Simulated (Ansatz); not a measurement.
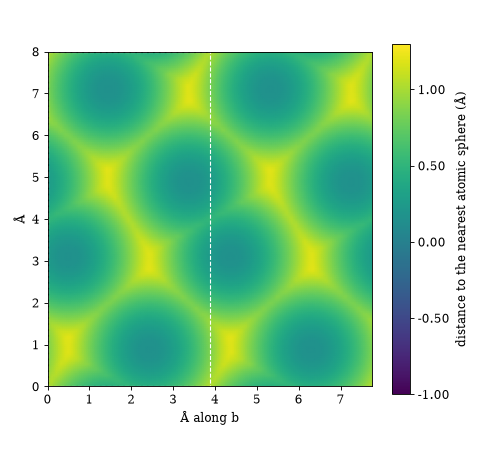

Map of the distance to the nearest atomic sphere in Cl (Cmce, No. 64), computed on the section x = 0.329 (parallel to b and c; the dashed line is one cell). The black line marks the spheres' surfaces; positive values are empty space; unlabelled circles belong to atoms above or below the section.

The atoms' radii are covalent radii (Cordero): Cl 1.02 Å.

The cell is taken from the end point of a relaxation with DFT PBEsol, scalar-relativistic, plane waves, PAW (Ansatz 0.2.0).

```cif
data_structure
_symmetry_space_group_name_H-M 'Cmce'
_symmetry_Int_Tables_number 64
_cell_length_a 6.8830
_cell_length_b 3.8769
_cell_length_c 8.0008
_cell_angle_alpha 90.000
_cell_angle_beta 90.000
_cell_angle_gamma 90.000
_cell_volume 213.50
loop_
_atom_site_label
_atom_site_type_symbol
_atom_site_symmetry_multiplicity
_atom_site_Wyckoff_symbol
_atom_site_fract_x
_atom_site_fract_y
_atom_site_fract_z
_atom_site_occupancy
Cl1 Cl 8 f 0.00000 0.37313 0.61125 1
```

Where is the largest hole in this section, and how large is it?

Answer. At 0.329, 0.127, 0.144 (fractional), where the distance reaches 1.26 Å; it is enclosed by 4 Cl (then 1 Cl) in a distorted tetrahedral arrangement. It is the largest hole of the crystal.

How much of the crystal lies outside the spheres?

Answer. About 83 % of the cell's volume, and 100 % of this section's area.

What can pass through?

Answer. The largest sphere that fits anywhere has a diameter of 2.52 Å; the largest that can travel through the crystal, about 2.3 Å.
